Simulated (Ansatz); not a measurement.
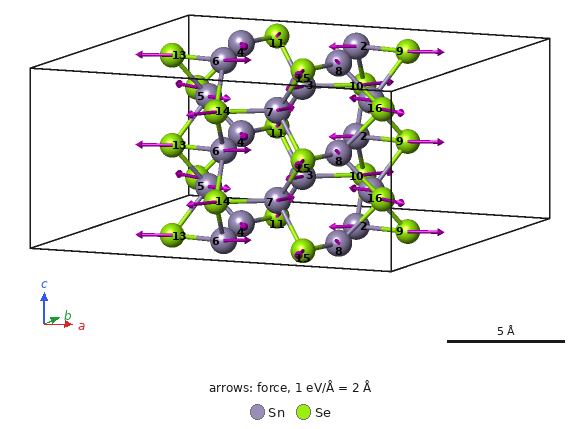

Starting geometry of a wire of composition SnSe with the computed forces as purple arrows. A ball-and-stick model of the 2 repeat of the cell, with the vacuum cut short, seen slightly off an axis.

Case: (4,4) tube.

The calculation used DFT PBE, scalar-relativistic, plane waves, PAW in Ansatz 0.2.0.

Input file:
```yaml
crystal:
  lattice:
    - [18.3, 0.0, 0.0]
    - [0.0, 18.6, 0.0]
    - [0.0, 0.0, 3.9142624123]
  atoms:
    - { symbol: Sn, position: [0.6867708112, 0.5492379092, 0.5] }
    - { symbol: Sn, position: [0.596679686, 0.6647532552, 1.0] }
    - { symbol: Sn, position: [0.449954912, 0.6837583788, 0.5] }
    - { symbol: Sn, position: [0.3325458717, 0.5951203363, 1.0] }
    - { symbol: Sn, position: [0.3132291888, 0.4507620908, 0.5] }
    - { symbol: Sn, position: [0.403320314, 0.3352467448, 1.0] }
    - { symbol: Sn, position: [0.550045088, 0.3162416212, 0.5] }
    - { symbol: Sn, position: [0.6674541283, 0.4048796637, 1.0] }
    - { symbol: Se, position: [0.7410535514, 0.6369276177, 1.0] }
    - { symbol: Se, position: [0.5720409005, 0.7645238446, 0.5] }
    - { symbol: Se, position: [0.3608276672, 0.7371655909, 1.0] }
    - { symbol: Se, position: [0.2311396989, 0.5708789505, 0.5] }
    - { symbol: Se, position: [0.2589464486, 0.3630723823, 1.0] }
    - { symbol: Se, position: [0.4279590995, 0.2354761554, 0.5] }
    - { symbol: Se, position: [0.6391723328, 0.2628344091, 1.0] }
    - { symbol: Se, position: [0.7688603011, 0.4291210495, 0.5] }
basis:
  ecutwfc: 420
kpoints:
  mp_grid: { grid: [1, 1, 12] }
hamiltonian:
  xc: pbe
scf:
  occupations: { method: gaussian, width: 0.05 }
output:
  forces: true
  stress: true
  eigenvalues: true
  populations: true
  write_density: true
  write_potential: true
  elf: true
  volumetric_format: npy
relax:
  adjacent_minimum: "off"
  f_tol: 0.02
  max_steps: 45
  cell: { fix: [a, b, alpha, beta, gamma], stress_tol: 0.03 }
```

Launched with:
```bash
ansatz run input.yaml --threads 4 --pin off --max-ram 11264MiB --backend cpu --events-out ev --progress --plain --runs-dir out
```

Question: Is this structure relaxed? If not, where do the atoms go?

Answer: It isn't relaxed: the largest force vector, on Se atoms, is 0.80 eV/Å. The final displacements follow the starting forces only in part (cosine between the two patterns 0.49). The largest moves relative to the layer's centre, 0.095 Å, are those of 8 atoms (Sn1, Sn2, Sn3, Sn4 and others). By element the largest moves are Sn 0.095 Å, Se 0.015 Å. Along the periodic axis the drawn cell goes c 7.829 → 8.189 Å (+4.6 %). Among the contacts that change: Sn1–Se16 2.692 → 2.792 Å, Sn1–Se9 2.734 → 2.776 Å. Among the angles between lasting bonds that change: Se14–Sn6–Se14 91.4° → 95.0°, Sn6–Se14–Sn6 91.4° → 95.0°, Se13–Sn6–Se14 107.0° → 104.4°. Over 5 accepted moves (7 points after the start) the energy falls by 0.387 eV per cell of the calculation. Largest force component: 0.78 eV/Å at the start, 0.0095 eV/Å at the end. The line search rejected the trial step at point 1 of the run. The SCF was repeated once at an unchanged geometry on a basis and grid sized afresh for the cell, which shifted the energy by 3.6 meV per cell of the calculation at most. The run took 9.1 min on 4 threads of Arm Neoverse V1 (shared host), peak memory 4.7 GiB.
